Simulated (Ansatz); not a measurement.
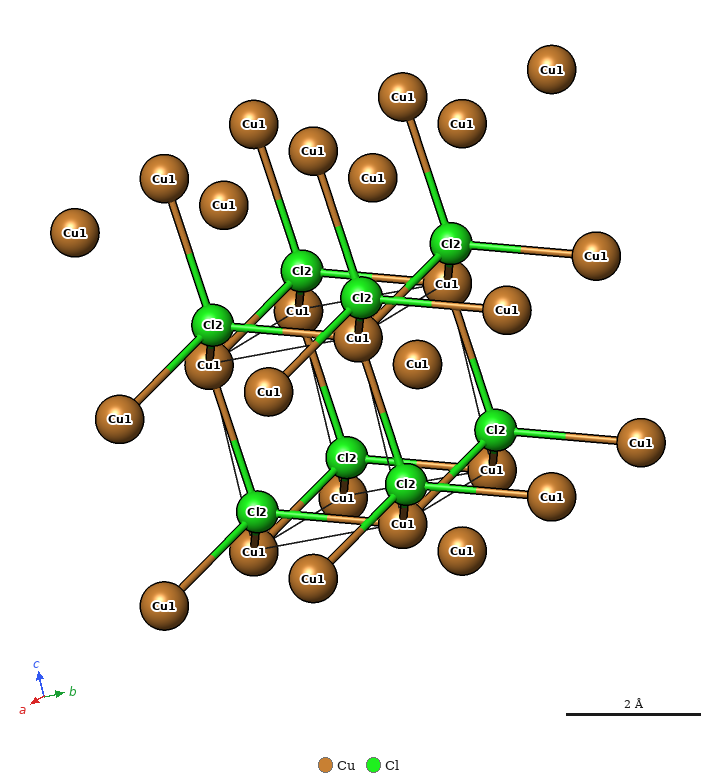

Figure 1. The input geometry of run 1 (ball-and-stick view of the cell of the calculation, repeated 2 × 2 × 2, seen slightly off an axis; atoms are numbered from 1 in the order of the input).

## Mending a single-point calculation on CuCl

System: CuCl (2 atoms in the cell).
Method of run 1: DFT, PBE, plane waves, PAW, no spin polarisation (Ansatz 0.2.0).

The structure derives from a Materials Project entry. Some settings of this run were made unusual or wrong on purpose. The geometry comes from this level: r2SCAN. Text and figures count atoms from 1; the logs count them from 0 in places.

Input file, run 1:
```yaml
crystal:
  lattice:
    - [1.8942213143, 1.0936291857, 3.0929553592]
    - [-1.8942213143, 1.0936291857, 3.0929553592]
    - [0.0, -2.1872583714, 3.0929553592]
  atoms:
    - { symbol: Cu, position: [0.9914881375, 0.9914881375, 0.9914881375] }
    - { symbol: Cl, position: [0.2415118625, 0.2415118625, 0.2415118625] }
kpoints:
  mp_grid: { grid: [6, 6, 6] }
hamiltonian:
  xc: pbe
scf:
  occupations: { method: fixed }
  n_extra_bands: 4
  max_iter: 69
output:
  forces: true
  stress: true
  eigenvalues: true
basis:
  ecutrho_ratio: 2
```

Command:
```bash
ansatz run input.yaml --threads 4 --pin off --max-ram 4608MiB --backend cpu --events-out ev --progress --plain --runs-dir out
```

Hardware: 4 threads of Intel Xeon @ 2.90GHz (Ice Lake), 192 GiB of memory available, shared host.

Output, shortened to warnings, some set-up lines, iterations and results (run 1):
```
Warning: basis.ecutrho_ratio = 2 (ecutrho = 840 eV) is below the records' recommended 1680 eV
Basis set: ecut = 420 eV, 749 PW (Γ), exchange–correlation on 48×48×48 points (8 copies of the dense FFT grid, shifted against one another)
Symmetry: 6 space group operations
k-points: 32 of 216 (time reversal used)
Initial density: superposition of atomic densities (neutral atoms: chi_scale 0, normalization atom), corrected by the library's trained network
[...]
SCF iter   1: F=—  HF=-7705.437082 eV  |F-HF|=—  |Δ(HF+E_count)|=         —  Δρ=5.02e-4  dr2=6.70e-5  ethr=1.77e-3  ⟨swp⟩=5.2  Hψ=2430  notcnv=0  defer=60
SCF iter   2: F=—  HF=-7705.437295 eV  |F-HF|=—  |Δ(HF+E_count)|=   2.14e-4  Δρ=4.23e-4  dr2=3.70e-5  ethr=2.58e-7  ⟨swp⟩=3.0  Hψ=1427  notcnv=0  defer=62
SCF iter   3: F=—  HF=-7705.437322 eV  |F-HF|=—  |Δ(HF+E_count)|=   2.67e-5  Δρ=3.32e-4  dr2=2.76e-5  ethr=1.42e-7  ⟨swp⟩=2.0  Hψ=888  notcnv=0  defer=62
SCF iter   4: F=—  HF=-7705.437335 eV  |F-HF|=—  |Δ(HF+E_count)|=   1.27e-5  Δρ=3.39e-4  dr2=2.58e-5  ethr=1.06e-7  ⟨swp⟩=2.0  Hψ=989  notcnv=0  defer=64
SCF iter   5: F=—  HF=-7705.437330 eV  |F-HF|=—  |Δ(HF+E_count)|=   4.73e-6  Δρ=1.62e-4  dr2=5.82e-6  ethr=9.92e-8  ⟨swp⟩=2.0  Hψ=672  notcnv=0  defer=64
SCF iter   6: F=—  HF=-7705.437329 eV  |F-HF|=—  |Δ(HF+E_count)|=   1.21e-6  Δρ=4.28e-5  dr2=3.94e-7  ethr=2.24e-8  ⟨swp⟩=2.0  Hψ=671  notcnv=0  defer=63
SCF iter   7: F=-7705.437328 eV  HF=-7705.437328 eV  |F-HF|=8.09e-9  |Δ(HF+E_count)|=   7.83e-8  Δρ=6.77e-6  dr2=9.41e-9  ethr=3.85e-10  ⟨swp⟩=6.8  Hψ=2747  notcnv=0
SCF 1 converged in 7 iterations: F = -7705.437328 eV  dr2 = 9.41e-9
SCF converged after 7 iterations
Free energy (F): -7705.437328 eV
Harris-Foulkes:  -7705.437328 eV  (|F-HF|=8.09e-9)
Internal energy: -7705.437328 eV  (E = F + TS)
E sigma→0 (E₀):  -7705.437328 eV
Fermi energy:    7.780632 eV
--- Per-component energies (eV) ---
  E_band       = -510.672952
  E_kinetic    = 462.517327
  E_local      = -5820.865076  (includes V_loc(G=0)·N_el)
  E_nonlocal   = 436.110618
  E_hartree    = 2561.403019
  E_xc         = -194.274057
  E_vxc        = -234.447123  (∫ρ·V_xc dr)
  E_paw        = -2337.430189  (= ΣΔE_a)
  E_vpaw       = -476.769938  (= ΣTr[D̂ρ^β])
  E_aug_tail   = -0.016232  (compensation charges beyond the density's cutoff)
  E_ewald      = -2812.882739
  E_smearing   = -0.000000  (= −TS)
  E_closure    = 0.000000  (closes the sum)
  Σ components = -7705.437328   (vs F -7705.437328, Δ=0.00e0)
--- Forces (eV/Å), atoms counted from 1 ---
  atom   1  Cu     0.00000000    -0.00000000     0.00001949
  atom   2  Cl     0.00000000    -0.00000000    -0.00001647
  max |Σ_I F_I| component: 3.02e-6 eV/Å
--- Stress (GPa, compression-positive) ---
        2.438391       0.000000       0.000000
        0.000000       2.438391      -0.000000
        0.000000      -0.000000       2.440204
  P = ⅓ Tr σ = 2.4390 GPa (24.390 kbar)
settings of this run that can trade accuracy for cost: basis.ecutrho_ratio < 4. Do not mix this run's numbers with those of runs without the same settings; the input reference describes each key
```

Question: What should be changed in this input?

Answer: Some settings of this run were drawn to be unusual or wrong. It converged; results that depend on the unusual settings are not reference values. The program warns: the cutoff is below the recommended one.

A run of the same system that converges differs from this input as follows (lines with − go, lines with + come):
```diff
-  max_iter: 69
-basis:
-  ecutrho_ratio: 2
```

Output, shortened to warnings, some set-up lines, iterations and results (run 2):
```
Basis set: ecut = 420 eV, 749 PW (Γ), exchange–correlation on 54×54×54 points (8 copies of the dense FFT grid, shifted against one another)
Symmetry: 6 space group operations
k-points: 32 of 216 (time reversal used)
Initial density: superposition of atomic densities (neutral atoms: chi_scale 0, normalization atom), corrected by the library's trained network
[...]
SCF iter   1: F=—  HF=-7705.420931 eV  |F-HF|=—  |Δ(HF+E_count)|=         —  Δρ=5.62e-4  dr2=8.64e-5  ethr=1.77e-3  ⟨swp⟩=5.2  Hψ=2424  notcnv=0  defer=62
SCF iter   2: F=—  HF=-7705.421149 eV  |F-HF|=—  |Δ(HF+E_count)|=   2.18e-4  Δρ=5.24e-4  dr2=5.95e-5  ethr=3.32e-7  ⟨swp⟩=3.0  Hψ=1427  notcnv=0  defer=62
SCF iter   3: F=—  HF=-7705.421161 eV  |F-HF|=—  |Δ(HF+E_count)|=   1.23e-5  Δρ=3.61e-4  dr2=2.93e-5  ethr=2.29e-7  ⟨swp⟩=2.2  Hψ=839  notcnv=0  defer=63
SCF iter   4: F=—  HF=-7705.421178 eV  |F-HF|=—  |Δ(HF+E_count)|=   1.69e-5  Δρ=1.79e-4  dr2=7.71e-6  ethr=1.13e-7  ⟨swp⟩=2.0  Hψ=820  notcnv=0  defer=64
SCF iter   5: F=—  HF=-7705.421180 eV  |F-HF|=—  |Δ(HF+E_count)|=   1.55e-6  Δρ=1.45e-4  dr2=4.37e-6  ethr=2.96e-8  ⟨swp⟩=2.0  Hψ=588  notcnv=0  defer=64
SCF iter   6: F=—  HF=-7705.421179 eV  |F-HF|=—  |Δ(HF+E_count)|=   3.86e-7  Δρ=7.17e-5  dr2=1.03e-6  ethr=1.68e-8  ⟨swp⟩=2.0  Hψ=802  notcnv=0  defer=64
SCF iter   7: F=-7705.421179 eV  HF=-7705.421179 eV  |F-HF|=1.06e-9  |Δ(HF+E_count)|=   1.68e-7  Δρ=3.15e-6  dr2=2.17e-9  ethr=3.85e-10  ⟨swp⟩=6.8  Hψ=2835  notcnv=0
SCF 1 converged in 7 iterations: F = -7705.421179 eV  dr2 = 2.17e-9
SCF converged after 7 iterations
Free energy (F): -7705.421179 eV
Harris-Foulkes:  -7705.421179 eV  (|F-HF|=1.06e-9)
Internal energy: -7705.421179 eV  (E = F + TS)
E sigma→0 (E₀):  -7705.421179 eV
Fermi energy:    7.780656 eV
--- Per-component energies (eV) ---
  E_band       = -510.681347
  E_kinetic    = 462.510913
  E_local      = -5820.848620  (includes V_loc(G=0)·N_el)
  E_nonlocal   = 436.125111
  E_hartree    = 2561.389827
  E_xc         = -194.271781
  E_vxc        = -234.444471  (∫ρ·V_xc dr)
  E_paw        = -2337.444265  (= ΣΔE_a)
  E_vpaw       = -476.801003  (= ΣTr[D̂ρ^β])
  E_aug_tail   = 0.000375  (compensation charges beyond the density's cutoff)
  E_ewald      = -2812.882739
  E_smearing   = -0.000000  (= −TS)
  E_closure    = -0.000000  (closes the sum)
  Σ components = -7705.421179   (vs F -7705.421179, Δ=0.00e0)
--- Forces (eV/Å), atoms counted from 1 ---
  atom   1  Cu     0.00000000    -0.00000000     0.00002513
  atom   2  Cl     0.00000000    -0.00000000    -0.00001985
  max |Σ_I F_I| component: 5.28e-6 eV/Å
--- Stress (GPa, compression-positive) ---
        1.988515       0.000000       0.000000
        0.000000       1.988515      -0.000000
        0.000000      -0.000000       1.990699
  P = ⅓ Tr σ = 1.9892 GPa (19.892 kbar)
```

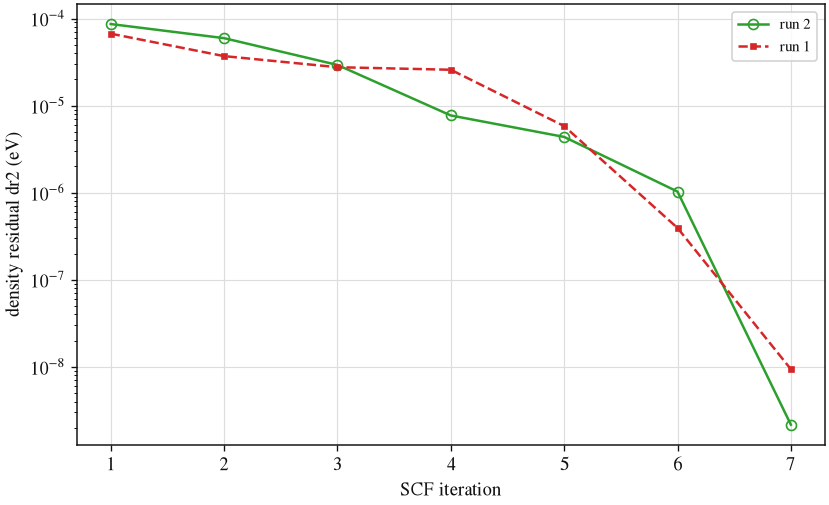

Figure 2. Convergence of the two runs: density residual dr2 against the SCF iteration. Run 2 takes 7 iterations in all, and run 1 takes 7.

The two runs side by side:

```tsv
quantity	run 1	run 2
outcome	converged	converged
free energy per atom (eV)	−3852.7187	−3852.7106
gap on the mesh (eV)	0.60	0.59
pressure (GPa)	2.44	1.99
largest force (eV/Å)	0.000	0.000
SCF iterations	7	7
irreducible k-points	32	32
plane waves at Γ	749	749
wall time (shared host)	0.84 s	0.91 s
```

The free energy of run 2 is 8.1 meV per atom higher, which comes mainly from the change of cutoff or grids; a solver setting shouldn't move a converged energy. The pressure goes from 2.44 to 1.99 GPa. The number of SCF iterations is the same.
